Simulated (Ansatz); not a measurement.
System: RbBr, space group Cmmm (No. 65), 2 atoms in the primitive cell, relaxed with r2SCAN; a = 4.13 Å, b = 4.13 Å, c = 4.12 Å, α = 90.00°, β = 90.00°, γ = 93.30°. Starting point: PBE, Ansatz PAW set, no spin polarisation, no spin-orbit coupling, 4×4×4 k mesh, 420 eV cutoff, fixed occupations (Ansatz 0.2.0). Many-body step: G0W0 with empty bands 292, screening cutoff 150 eV and frequency treatment contour deformation.

In PBE the smallest gap over these k points is 4.09 eV, with direct gaps of 4.22 eV at Γ, 5.31 eV at R and 5.32 eV at Y.

Question: What does G0W0 give?

Answer: Over the k points that were corrected, the smallest gap goes from 4.09 eV in PBE (R to Γ) to 6.44 eV in G0W0 (R to Γ), a change of +2.35 eV (+57 %). Counted from the valence top, the lowest empty level moves by +2.35 eV at Γ, +2.42 eV at R and +2.42 eV at Y; over the 13 points that were corrected the shifts run from +2.35 to +2.64 eV: a spread of 0.29 eV on a mean of 2.48 eV, so one scissor shift describes this level only roughly. Only two empty levels a point were corrected, so a higher one could drop under them. The quasiparticle weight (renormalisation factor) lies between 0.80 and 0.85 for the top filled and first empty levels.

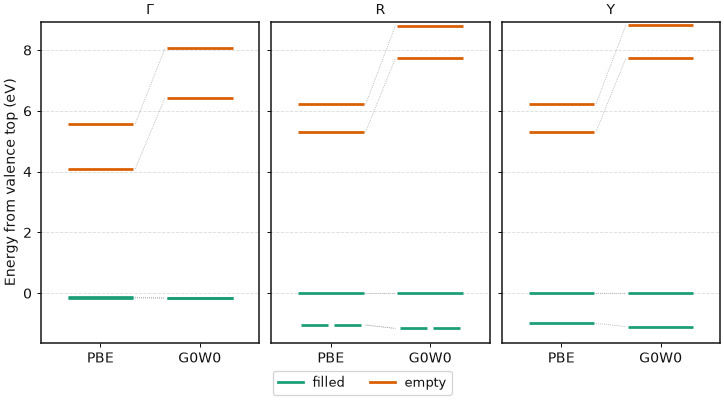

Levels at Γ, R and Y in PBE and in G0W0, each set counted from its own valence top. Degenerate partners of corrected states are drawn at the same energy. In reduced coordinates of the cell that was run, R is (0, 0.5, 0.5) and Y is (−0.5, 0.5, 0).

```
k point  PBE direct gap (eV)  G0W0 direct gap (eV)
      Γ                 4.22                  6.58
      R                 5.31                  7.73
      Y                 5.32                  7.74
```

Spin-orbit coupling is left out, which matters for Br. The k mesh is thin for GW. The usual form of RbBr is rocksalt. Bands, cutoffs and mesh are finite, so these values aren't at the basis limit.
